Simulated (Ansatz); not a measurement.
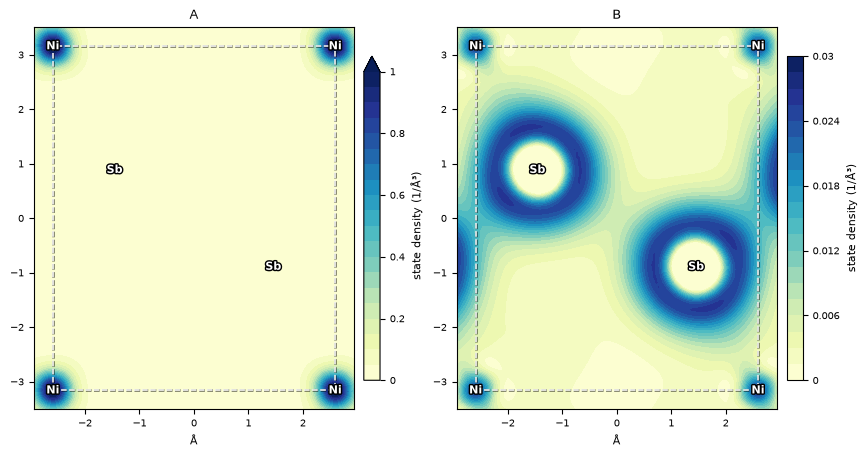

NiSb2: densities of the states in two energy windows, on the (001) plane of the conventional cell.

Space group Pnnm; spin-polarised. Spin-orbit coupling, left out here, splits and shifts the levels of such heavy elements, by tenths of an eV up to several eV.

These are results of Ansatz 0.2.0, DFT PBEsol, scalar-relativistic, plane waves, PAW, not measurements.

Core electrons are frozen (PAW), so the fields are smoothed inside the atomic spheres.

Q: Match the panels to the energy ranges (zero at the Fermi level): −12.7 to −7.8 eV and −4.0 to −2.0 eV.

A: Panel A: −4.0 to −2.0 eV, the middle third of the occupied valence band, mainly Ni 3d (70 %) and Sb 5p (25 %).
Panel B: −12.7 to −7.8 eV, a separate group of bands, mainly Sb 5s (75 %) and Sb 5p (15 %).
The characters are Löwdin shares on a minimal set of atomic orbitals.
